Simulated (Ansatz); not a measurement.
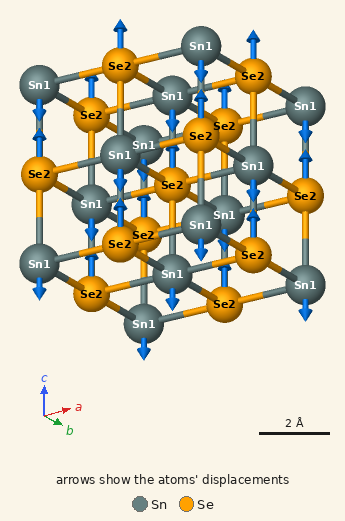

The lowest optical mode of crystalline SnSe relaxed at 16 GPa, space group Fm-3m (No. 225), at the zone centre. The blue arrows are the displacements of the atoms (eigenvector over the root of the mass), of arbitrary overall length and sign. Style: ball-and-stick. Shown: the conventional cell (4 times the calculation's cell), from a free direction. Lengths and directions refer to the drawn axes.

Method: Ansatz 0.2.0, DFT LDA, scalar-relativistic, plane waves, PAW.

Input file:
```yaml
crystal:
  lattice:
    - [0.0, 2.7744014326, 2.7744014326]
    - [2.7744014326, 0.0, 2.7744014326]
    - [2.7744014326, 2.7744014326, 0.0]
  atoms:
    - { symbol: Sn, position: [0.0, 0.0, 0.0] }
    - { symbol: Se, position: [0.5, 0.5, 0.5] }
basis:
  ecutwfc: 420
kpoints:
  mp_grid: { grid: [12, 12, 12] }
hamiltonian:
  xc: lda
scf:
  occupations: { method: fixed }
output:
  eigenvalues: true
phonons:
  method: dfpt
  eigenvectors: true
```

Launched with:
```bash
ansatz run input.yaml --threads 1 --pin off --max-ram 3072MiB --backend cpu --events-out ev --progress --plain --runs-dir out
```

Frequencies are those without the non-analytic (LO–TO) term.

**Is the structure stable against all modes at this point?**

Yes: this softest mode has a real frequency, and so have all others here. That speaks for this wave vector alone: the rest of the zone wasn't checked in this run. This is the T₁u mode (triply degenerate; one member of the set is drawn) at 3.88 THz, the only optical level, infrared-active by symmetry. The Se sublattice moves against the Sn sublattice, along c; it stretches the shortest Se–Sn bonds (2.77 Å); the kinetic energy is shared as Se 60 %, Sn 40 %.
